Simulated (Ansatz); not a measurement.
Input

```
crystal:
  lattice:
    - [4.8926114005, 0.0, 0.0]
    - [-2.4463057002, 4.2371257637, 0.0]
    - [0.0, 0.0, 6.16142057]
  atoms:
    - { symbol: Sc, position: [0.0, 0.0, 0.0] }
    - { symbol: Sc, position: [0.0, 0.0, 0.5] }
    - { symbol: Sc, position: [0.3333333333, 0.6666666667, 0.75] }
    - { symbol: Sc, position: [0.6666666667, 0.3333333333, 0.25] }
    - { symbol: Al, position: [0.3333333333, 0.6666666667, 0.25] }
    - { symbol: Al, position: [0.6666666667, 0.3333333333, 0.75] }
basis:
  ecutwfc: 420
kpoints:
  mp_grid: { grid: [12, 12, 6] }
hamiltonian:
  xc: pbesol
scf:
  occupations: { method: gaussian, width: 0.1 }
output:
  forces: true
  stress: true
  eigenvalues: true
  write_density: true
  write_potential: true
  elf: true
  volumetric_format: npy
```

Launched as:

```sh
ansatz run input.yaml --threads 1 --pin off --max-ram 2560MiB --backend cpu --events-out ev --progress --plain --runs-dir out
```

Below, planes, directions and counts refer to the conventional cell (a = 4.89 Å, b = 4.89 Å, c = 6.16 Å, α = 90.00°, β = 90.00°, γ = 120.00°).

Space group P6₃/mmc; a structure from a database of computed crystals, not necessarily the ambient phase; computed pressure about −2 GPa in this cell.

Theory: DFT PBEsol, scalar-relativistic, plane waves, PAW in Ansatz 0.2.0.

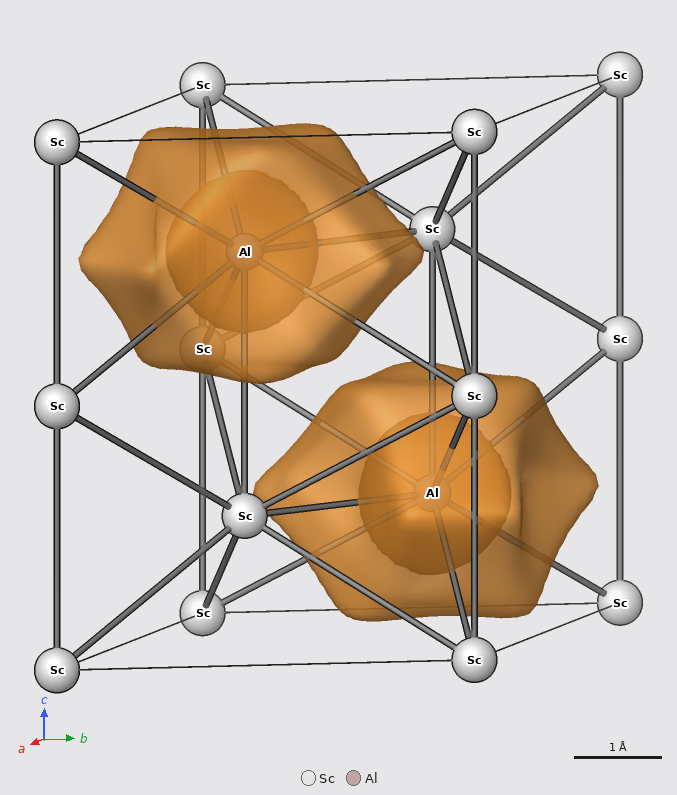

Sc2Al. Isosurface of the electron localisation function at 0.6 (orange), seen slightly off an axis. Core shells and regions of very low density are left out. Sticks mark near contacts.

Describe the localisation domains.

The ELF exceeds this value in two regions wrapped around Al (the valence shell of each), counted in one cell of 6 atoms. Regions shared between cells count once.

Values along the shortest contacts:
Sc–Al (2.82 Å): the ELF peaks at about 0.65 in the valence shell of Al, 1.1 Å from its nucleus, and is about 0.30 at the midpoint. Sc–Sc (3.08 Å): the ELF is about 0.15 at the midpoint: no localised pair shows between them.

Does the calculation give a band gap?

It is gapless in this calculation (a metal or semimetal).
